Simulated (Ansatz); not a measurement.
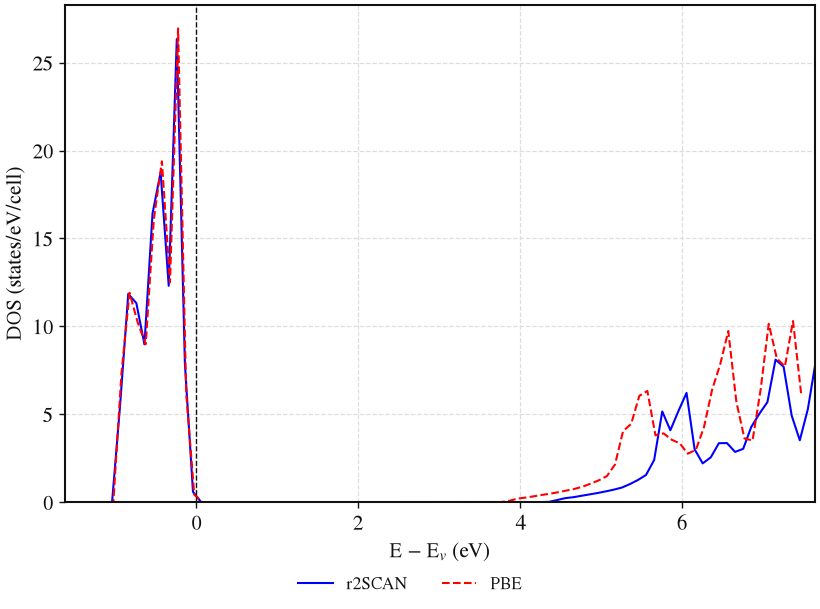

Total densities of states of KI, space group P6_3/mmc, 4 atoms in the cell, by two methods on the same cell. Each is counted from its own valence-band top.

Question: What changes from one method to the other?

Answer: r2SCAN gives a gap of 4.32 eV and PBE gives a gap of 3.75 eV.

Settings. r2SCAN: DFT r2SCAN, scalar-relativistic, plane waves, PAW, no spin polarisation, 6×6×4 k mesh, 500 eV cutoff (Ansatz). PBE: DFT PBE, scalar-relativistic, plane waves, PAW, no spin polarisation, 6×6×4 k mesh, 420 eV cutoff, Gaussian smearing of 0.02 eV (Ansatz 0.2.0).

The structure is an invented one, so it need not be a known or stable phase. The starting guess was a poor one. Spin-orbit coupling is left out, which matters for I.
